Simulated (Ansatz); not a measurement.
## Electronic structure of CsPbCl$_{3}$ in real space

Input

```
crystal:
  lattice:
    - [5.43685, 0.0, 0.0]
    - [0.0, 5.77315, 0.0]
    - [0.0, 0.0, 5.605]
  atoms:
    - { symbol: Cs, position: [0.0, 0.0, 0.0] }
    - { symbol: Pb, position: [0.5, 0.5, 0.5] }
    - { symbol: Cl, position: [0.0, 0.5, 0.5] }
    - { symbol: Cl, position: [0.5, 0.0, 0.5] }
    - { symbol: Cl, position: [0.5, 0.5, 0.0] }
basis:
  ecutwfc: 420
kpoints:
  mp_grid: { grid: [6, 6, 6] }
hamiltonian:
  xc: pbesol
scf:
  occupations: { method: gaussian, width: 0.05 }
output:
  forces: true
  stress: true
  eigenvalues: true
  write_density: true
  write_potential: true
  elf: true
  volumetric_format: npy
```

Run with:

```sh
ansatz run input.yaml --threads 1 --pin off --max-ram 2560MiB --backend cpu --events-out ev --progress --plain --runs-dir out
```

Below, planes, directions and counts refer to the conventional cell (a = 5.44 Å, b = 5.61 Å, c = 5.77 Å, α = 90.00°, β = 90.00°, γ = 90.00°).

Space group Pmmm; changed on purpose from its base cell (strain -0.0300 x Voigt [1, -1, 0, 0, 0, 0], atoms carried along).

The calculation used DFT PBEsol, scalar-relativistic, plane waves, PAW (Ansatz 0.2.0).

In a PAW calculation such maps are meaningful between the atoms, not at the nuclei.

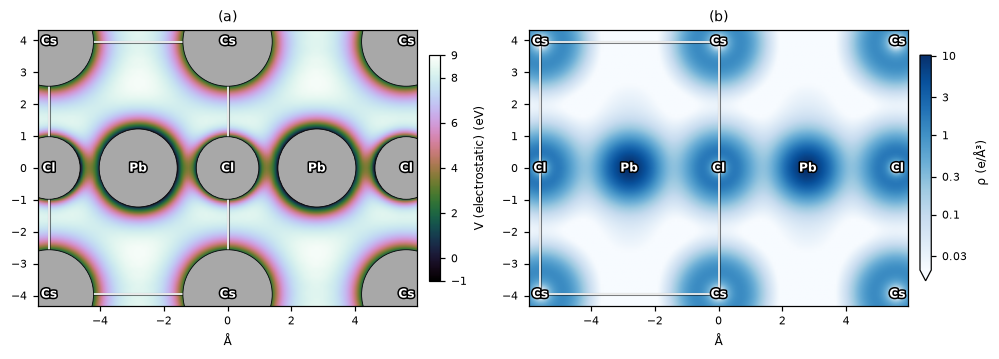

Figure 1. (a) electrostatic potential (local pseudopotential plus Hartree) felt by an electron; (b) valence charge density (pseudo) on the (101̄) plane of the conventional cell. Grey discs cover the atomic cores in the potential map.

Interpret the plot.

Answer. The plane passes through Cs, Pb and Cl nuclei. Pb–Cl (2.80 Å): the density is about 0.27 e/Å³ at the midpoint. Cs–Cl (3.97 Å): ρ at the midpoint is about 0.03 e/Å³. Between the atoms the lowest density in this plane is 0.004 e/Å³. Outside the cores the potential energy rises away from the atoms and is highest about 2.1 Å from the nearest atoms; its zero is arbitrary.

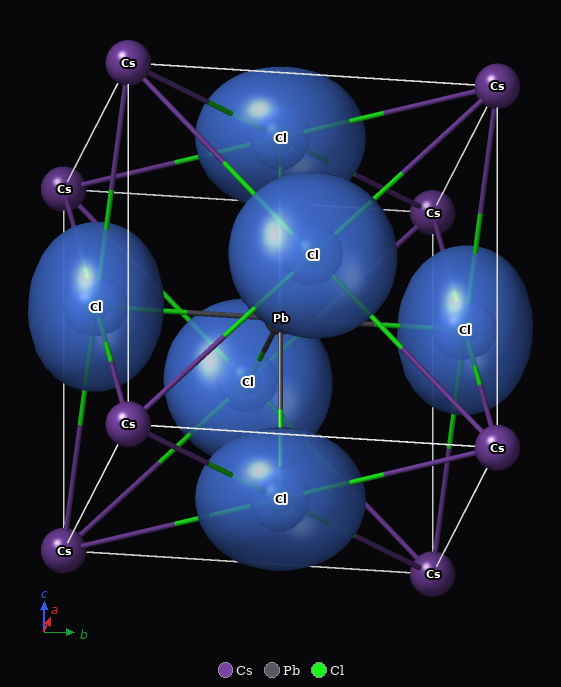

Figure 2. Isosurface of the ELF at 0.75 (blue), seen at an oblique angle. Core shells and regions of very low density are left out. Sticks mark near contacts.

What do the ELF domains correspond to?

Answer. At this value the surface marks out three regions wrapped around Cl (the valence shell of each), counted in one cell of 5 atoms. Any copies at cell faces, edges or corners count once. Profiles from the grid: Pb–Cl (2.72 Å): the ELF peaks at about 0.85 in the valence shell of Cl, 0.7 Å from its nucleus, and drops to about 0.20 between the two atoms. Cs–Cl (3.90 Å): the ELF is about 0 at the midpoint (a largely ionic contact).

Does the calculation give a band gap?

Answer. It is gapped, with a Kohn–Sham gap of 1.5 eV on the k-point mesh, an upper bound to the gap of this method.
